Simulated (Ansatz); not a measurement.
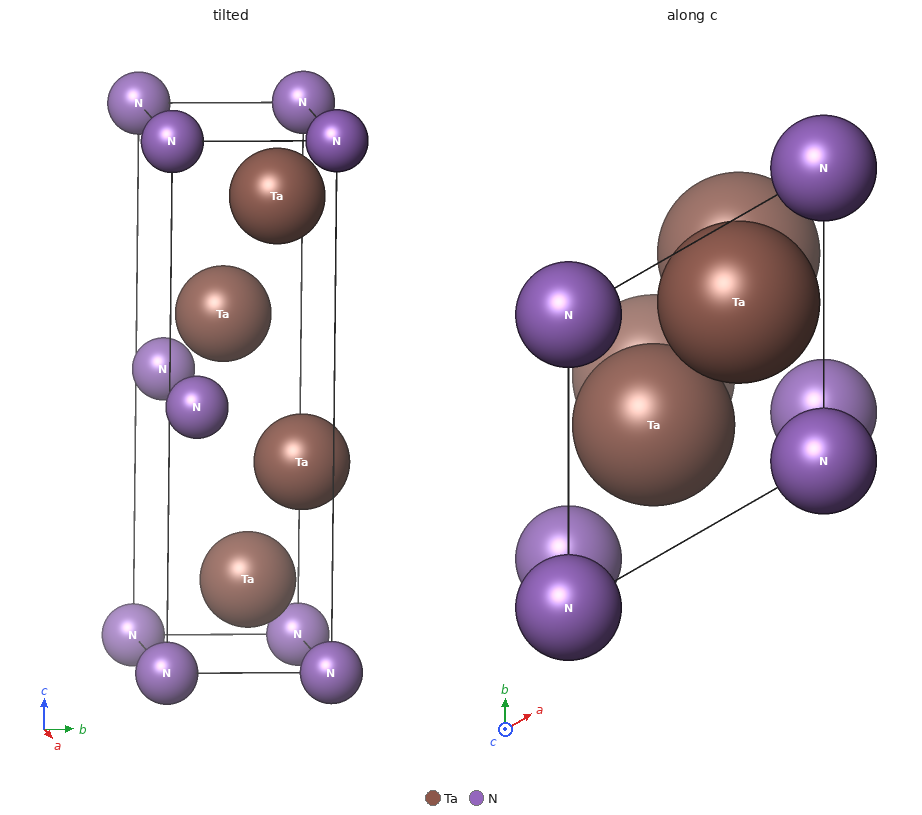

The image is a spheres-only drawing of a crystal, viewed slightly off an axis and along the c axis. The unit cell is drawn as a box.

Ta₂N, a = 3.10 Å, b = 3.10 Å, c = 9.82 Å, α = 83.96°, β = 86.98°, γ = 60.00°.

The calculation used Ansatz 0.2.0, DFT PBE, scalar-relativistic, plane waves, PAW, with a plane-wave cutoff of 420 eV, a 17×17×5 grid in reciprocal space, Gaussian smearing of 0.15 eV, no spin polarisation.

Predict the gap.

A metal: bands cross the Fermi level.

What pressure does the calculation give for this cell?

The computed pressure is 23.0 GPa (compressed: it would expand). The stress isn't hydrostatic: its largest component is 43.6 GPa.

The structure was taken from a structure listed in the Materials Project. The cell was then strained or its atoms displaced on purpose. An electronic-structure calculation with Ansatz was run on it.

At this level of theory the run's own cell isn't at rest (compressed, at 23 GPa and forces up to 17.3 eV/Å), so its distances can differ from those at equilibrium, the more so the softer the solid.
